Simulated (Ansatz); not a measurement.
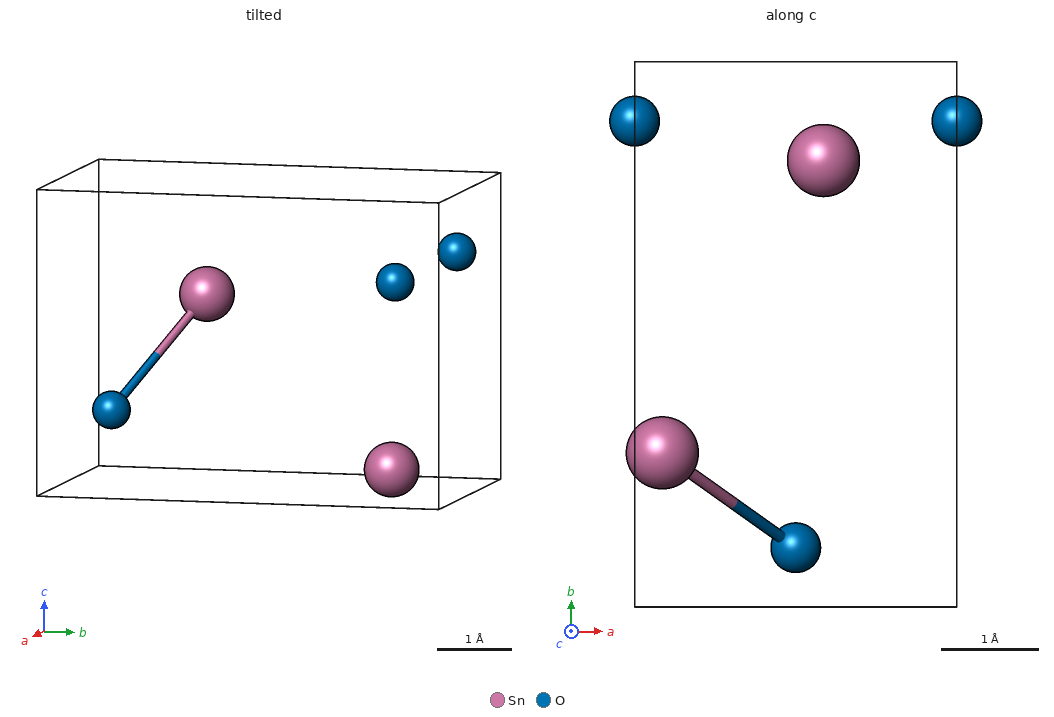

An orthographic ball-and-stick view of the structure, slightly off an axis and along the c axis. The edges of the simulation cell are marked.

The run was set up as follows:
```yaml
crystal:
  lattice:
    - [3.355005, 0.0, 0.0]
    - [0.0, 5.674104, 0.0]
    - [0.0, 0.0, 4.22197]
  atoms:
    - { symbol: Sn, position: [0.086043131, 0.2827848977, 0.5815185111] }
    - { symbol: Sn, position: [0.586043131, 0.8189668977, 0.0815185111] }
    - { symbol: O, position: [0.0, 0.89125, 0.736857] }
    - { symbol: O, position: [0.5, 0.10875, 0.236857] }
basis:
  ecutwfc: 500
kpoints:
  mp_grid: { grid: [8, 6, 6] }
hamiltonian:
  xc: r2scan
scf:
  occupations: { method: gaussian, width: 0.05 }
output:
  forces: true
  stress: true
  eigenvalues: true
```
Run as:
```sh
ansatz run input.yaml --threads 1 --pin off --max-ram 2560MiB --backend cpu --events-out ev --progress --plain --runs-dir out
```

Method used: DFT r2SCAN, scalar-relativistic, plane waves, PAW in Ansatz. It ran with a kinetic-energy cutoff of 500 eV, k-point mesh 8×6×6, Gaussian smearing of 0.05 eV, no spin polarisation.

### Predict the gap.

A semiconductor at this level, with a gap of 0.54 eV on the k-mesh (the true edges may lie between mesh points, so the gap can be somewhat smaller).

### What pressure does the calculation give for this cell?

The computed pressure is 0.7 GPa (compressed: it would expand). The stress isn't hydrostatic: its largest component is 9.7 GPa.

The initial geometry was a structure listed in the Materials Project. The cell was then strained or its atoms displaced on purpose. Ansatz was used for an electronic-structure calculation on it.

At this level of theory the run's own cell isn't at rest (forces up to 6.8 eV/Å), so its distances can differ from those at equilibrium, the more so the softer the solid.
